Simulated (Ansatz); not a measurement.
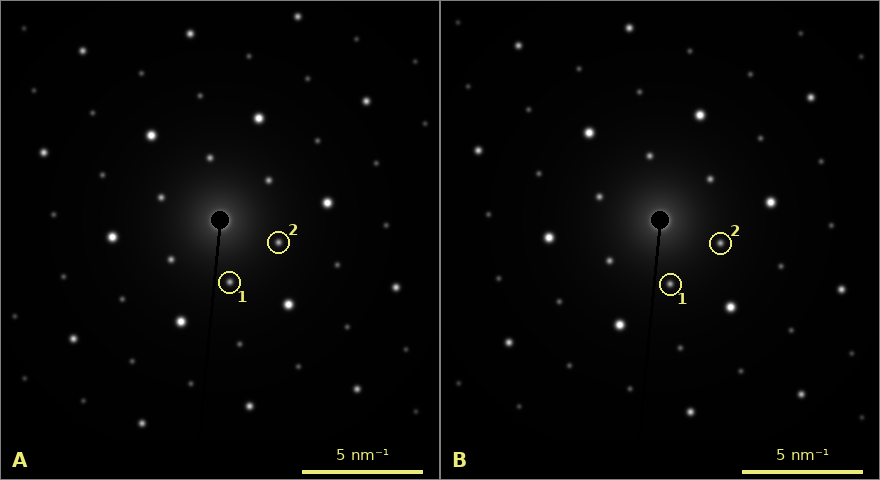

Kinematic electron diffraction patterns (200 kV, B = 0.5 Å², same scale) along [001] of the run's own cell, for the start and the end of one relaxation of SrCl2 with DFT PBEsol, scalar-relativistic, plane waves, PAW (Ansatz 0.2.0). k mesh 10×10×6. The start is a generated model structure, and the relaxation ends in the nearest stationary point of its symmetry, not necessarily the ground state. Spot 1 is -1 0 0 and spot 2 is 0 -1 0 in both.

Start structure:

```yaml
crystal:
  lattice:
    - [4.24796, 0.00000, 0.00000]
    - [-2.12398, 3.67884, 0.00000]
    - [0.00000, 0.00000, 6.85284]
  atoms:
    - { symbol: Sr, position: [0.00000, 0.00000, 0.00000] }
    - { symbol: Cl, position: [0.33333, 0.66667, 0.25200] }
    - { symbol: Cl, position: [0.66667, 0.33333, 0.74800] }
```

Which pattern belongs to the start structure, and which to the relaxed one?

Answer. B is the start: its cell gives d(1) = 3.679 Å, d(2) = 3.679 Å and an angle of 60.0°. A is the relaxed structure, with d(1) = 3.793 Å (+3.1 %), d(2) = 3.793 Å (+3.1 %) and 60.0°.

Summarise the relaxation behind the change.

Answer. The volume changed by -5.6 % to 33.70 Å³ an atom; with the mean shift removed, the atoms moved by up to 0.15 Å relative to the cell (Cl most); the space group stayed P-3m1 (No. 164); the free energy fell by 98 meV an atom. Relaxed cell: a = 4.380 Å, b = 4.380 Å, c = 6.084 Å, α = 90.00°, β = 90.00°, γ = 120.00°.
